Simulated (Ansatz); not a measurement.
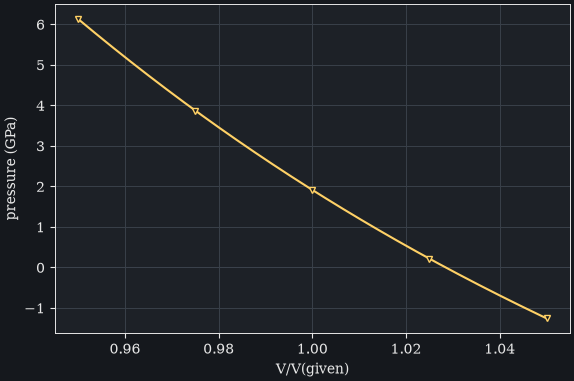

Pressure against V/V(given) for Sb, space group Im-3m (No. 229).

V(given) is 26.21 Å³/atom.

The pressure falls from 6.133 GPa at V/V(given) 0.950 to −1.256 GPa at 1.050, and changes sign near 1.029. The volume at zero pressure from a fit of the pressures is 27 Å³/atom. The bulk modulus from that fit is 63.7 GPa.

How it was computed, with Ansatz 0.2.0: periodic Kohn-Sham DFT of a crystal at fixed atoms, scaled to the stated factor times the given cell; pressure positive in compression. Level: r2SCAN.

| setting | value |
| --- | --- |
| method | frozen-core PAW |
| relativity | scalar |
| k mesh | 12×12×12 |
| occupations | Fermi–Dirac |
| smearing width | 0.08 eV |
| wave cutoff | 500 eV |
| PAW set | soft_2 |

Cell as given: a = 3.241 Å, b = 3.241 Å, c = 3.241 Å, α = 109.47°, β = 109.47°, γ = 109.47°; 1 atom.

Note: PAW files made with PBE; no spin-orbit coupling on heavy atoms.
